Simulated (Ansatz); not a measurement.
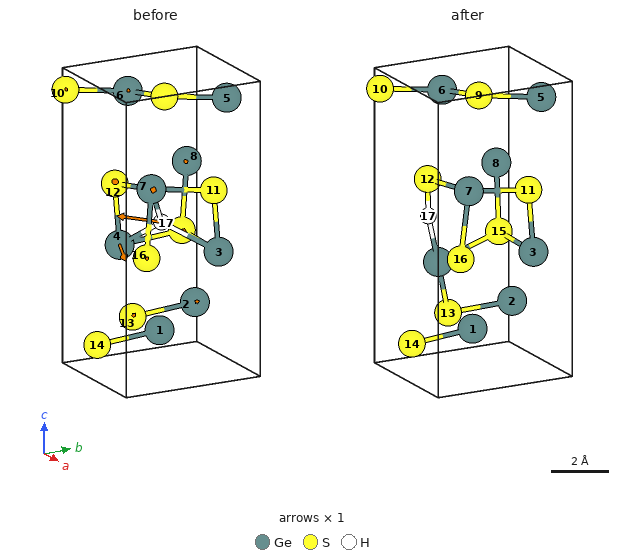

The structure of a defect cell of composition Ge8HS8 (cell charge +1) before (left) and after (right) a relaxation, at one scale. The orange arrows give the displacements, at their true length.

The picture is a ball-and-stick view of the cell of the calculation (origin shifted), seen slightly off an axis.

Case: H interstitial, charge +1, atoms relaxed.

Theory: DFT PBE, scalar-relativistic, plane waves, PAW (Ansatz 0.2.0).

The input:
```yaml
crystal:
  lattice:
    - [0.0, 3.664820036, -4.458243987]
    - [0.0, 3.664820036, 4.458243987]
    - [10.7854107998, 0.0, 0.0]
  atoms:
    - { symbol: Ge, position: [0.9427420486, 0.3072579514, 0.8740332305] }
    - { symbol: Ge, position: [0.4427420486, 0.8072579514, 0.8740332305] }
    - { symbol: Ge, position: [0.0572579514, 0.6927420486, 0.1259667695] }
    - { symbol: Ge, position: [0.5572579514, 0.1927420486, 0.1259667695] }
    - { symbol: Ge, position: [0.9427420486, 0.8072579514, 0.6259667695] }
    - { symbol: Ge, position: [0.4427420486, 0.3072579514, 0.6259667695] }
    - { symbol: Ge, position: [0.0572579514, 0.1927420486, 0.3740332305] }
    - { symbol: Ge, position: [0.5572579514, 0.6927420486, 0.3740332305] }
    - { symbol: S, position: [0.8737165871, 0.3762834129, 0.6529281427] }
    - { symbol: S, position: [0.3737165871, 0.8762834129, 0.6529281427] }
    - { symbol: S, position: [0.1262834129, 0.6237165871, 0.3470718573] }
    - { symbol: S, position: [0.6262834129, 0.1237165871, 0.3470718573] }
    - { symbol: S, position: [0.3737165871, 0.3762834129, 0.8470718573] }
    - { symbol: S, position: [0.8737165871, 0.8762834129, 0.8470718573] }
    - { symbol: S, position: [0.6262834129, 0.6237165871, 0.1529281427] }
    - { symbol: S, position: [0.1262834129, 0.1237165871, 0.1529281427] }
    - { symbol: H, position: [0.8621687223, 0.3597704393, 0.2273154255] }
total_charge: 1
basis:
  ecutwfc: 420
  xc_grid: 2
kpoints:
  mp_grid: { grid: [3, 3, 2], shift: [0.0, 0.0, 0.5] }
hamiltonian:
  xc: pbe
scf:
  occupations: { method: gaussian, width: 0.02 }
output:
  forces: true
  stress: false
  eigenvalues: true
relax:
  adjacent_minimum: "off"
  f_tol: 0.02
  max_steps: 60
```

Run as
```bash
ansatz run input.yaml --threads 4 --pin off --max-ram 10240MiB --backend cpu --events-out ev --progress --plain --runs-dir out
```

### What changed between the two?

The atom that moves furthest is H17 (1.65 Å roughly along [−1 −1 0]). By element the largest moves are H 1.65 Å, Ge 0.85 Å, S 0.34 Å. The cell doesn't change. Near-neighbour distances that change, for instance: Ge3–H17 2.306 → 3.951 Å, Ge4–S12 2.463 → 3.574 Å, Ge4–S13 3.424 → 2.503 Å, S12–H17 2.159 → 1.371 Å. New bonds form, among them: Ge4–S13 (3.42 → 2.50 Å), S12–H17 (2.16 → 1.37 Å). Bonds break, among them: Ge4–S12 (2.46 → 3.57 Å). Bond angles that change, for instance: Ge7–S11–Ge8 96.4° → 86.7°, Ge7–S12–Ge8 96.4° → 104.1°, Ge4–S15–Ge8 106.2° → 113.4°. After 14 geometry steps the energy has fallen by 1.972 eV per cell of the calculation. Largest force component: 0.48 eV/Å at the start, 0.019 eV/Å at the end.

Limits of the set-up: the periodic images lie only 5.8 Å apart, so the values are limited by the cell's size; the cell is charged, on a uniform background, and energies carry no finite-size correction.
